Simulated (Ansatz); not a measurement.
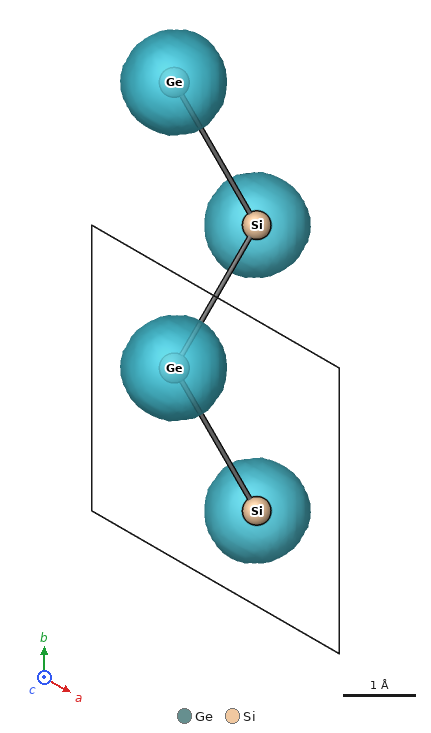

*SiGe. Isosurface of the valence pseudo-density at 1 e/Å³ (cyan), seen along the c axis. Sticks mark near contacts.*

Space group P6₃mc; a structure from a database of computed crystals, not necessarily the ambient phase; computed pressure about −4 GPa in this cell.

Computed with Ansatz, Kohn-Sham DFT of a periodic cell, r2SCAN, Ansatz PAW.

The density is the valence pseudo-density of a PAW calculation; it isn't the true density close to the nuclei.

```
Ge Si
1.0
     3.98103    0.00000    0.00000
    -1.99051    3.44767    0.00000
     0.00000    0.00000    6.57730
Ge Si
2 2
Direct
  0.33333 0.66667 0.00039
  0.66667 0.33333 0.50039
  0.33333 0.66667 0.37461
  0.66667 0.33333 0.87461
```

> What does this surface tell about the bonding?

At this value the density breaks into separate islands; it holds about 55 % of the electrons treated as valence (semicore included). It bridges none of the near contacts. It is pinched off along the sampled Si–Ge (2.44 Å) contacts. On the grid the lowest density along these lines, outside the cores, is 0.51 e/Å³ (Si–Ge, 2.44 Å).

> Does the calculation make it a metal, or give it a gap?

It is gapped, with a Kohn–Sham gap of 0.61 eV on the k-point mesh (the band edges may lie off the mesh, which would make the gap smaller).
